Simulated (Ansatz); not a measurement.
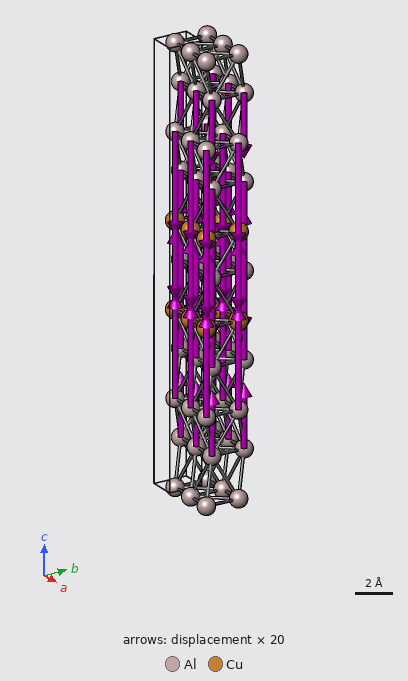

A relaxation of crystalline Al4Cu (a generated structure, set up in P-6m2) (coarse preliminary run). The starting structure is drawn; purple arrows show the displacements (the part carried along by the change of the cell is left out), 20 times their true length.

The picture is a ball-and-stick view of the cell of the calculation, repeated 3 × 2 × 1 with one cell outlined, seen slightly off an axis.

Computed with DFT PBE, scalar-relativistic, plane waves, PAW (Ansatz 0.2.0). (plane-wave cutoff 420 eV; k-point mesh 6 × 6 × 1; occupations gaussian; smearing width 0.1 eV; no spin polarisation; cell and atoms relaxed; force threshold 0.04 eV/Å; at most 70 steps)

Atoms of which element are displaced furthest, and by how much?

Answer. Aluminium: up to 0.42 Å, against 0.22 Å for copper.

What did the optimiser do to the structure, and how much energy did it gain?

Answer. The largest moves relative to the cell, 0.42 Å, are those of Al atoms. By element the largest moves are Al 0.42 Å, Cu 0.22 Å. The drawn cell changes as follows: a = b 2.652 → 2.860 Å (+7.8 %), c 24.715 → 22.023 Å (−10.9 %); the volume changes by +3.6 %. Near-neighbour distances that change, for instance: Al–Cu 2.907 → 2.578 Å, Al–Cu 2.907 → 2.600 Å, Al–Al 2.652 → 2.860 Å, Cu–Cu 2.652 → 2.860 Å. The space group stays P-6m2 (No. 187). Over 6 accepted moves (7 points after the start) the energy falls by 1.530 eV per cell of the calculation. Largest force component: 0.51 eV/Å at the start, 0.036 eV/Å at the end. Pressure: 5.33 GPa at the start and −0.02 GPa at the end. At 1 point the geometry stayed and the basis and grid were re-selected for the new cell (energy shift of 16.3 meV per cell of the calculation at most each time). Cost: 58 s on 1 thread of Intel(R) Xeon(R) Processor @ 2.70GHz, with other jobs on the host, peak memory 0.4 GiB.

Limits of the set-up: the k-point mesh is coarse for a cell with partly filled bands.
